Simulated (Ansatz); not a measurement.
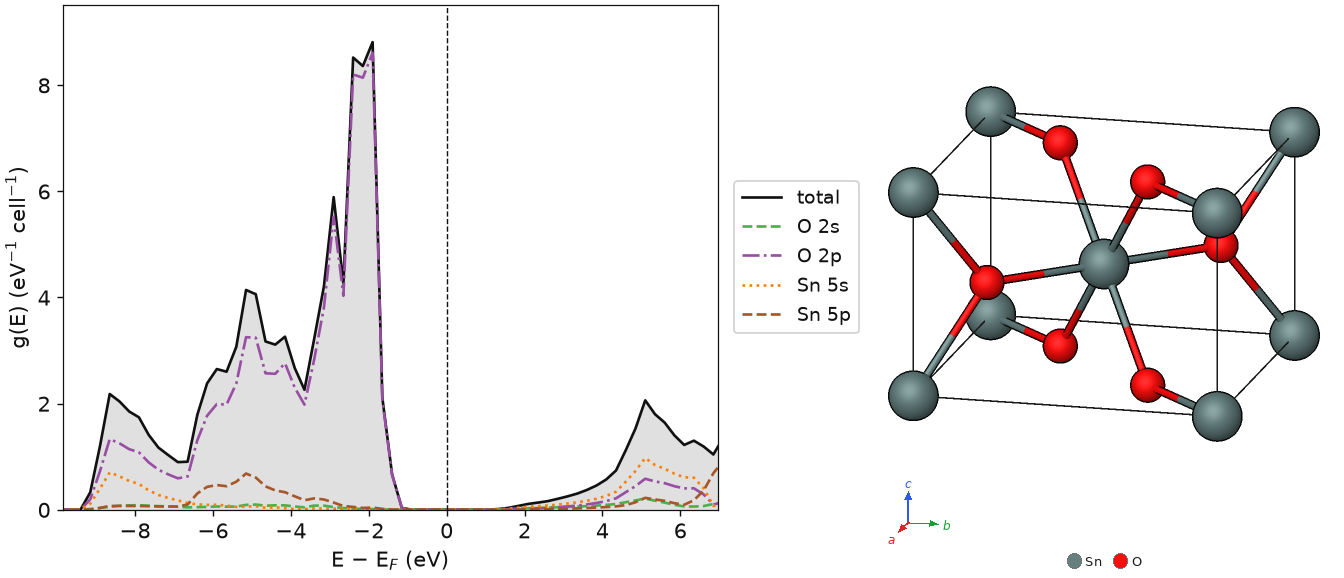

Density of states of SnO$_{2}$, space group P4_2/mnm (No. 136), 6 atoms in the cell, beside the structure. Level of theory: DFT with r2SCAN, PAW plane waves, no spin polarisation, 6×6×8 k mesh; code Ansatz. Energies are counted from the Fermi level. The partial curves are projected on Löwdin-orthogonalised atomic shells.

There is a gap; over the k points computed it is 2.12 eV. By projected weight, the top eV of the valence band is O 2p almost alone. The upper group of valence states starts about 8.0 eV under the valence-band top (which lies at −1.2 eV on this axis), with a gap beneath it; it holds about 24 electrons a cell. The tallest peak in the window is at −1.9 eV; by projected weight it is O 2p almost alone.

The atoms aren't at rest in this cell (largest force 0.3 eV/Å), so the relaxed material can differ. The cell is at 7 GPa in this functional.
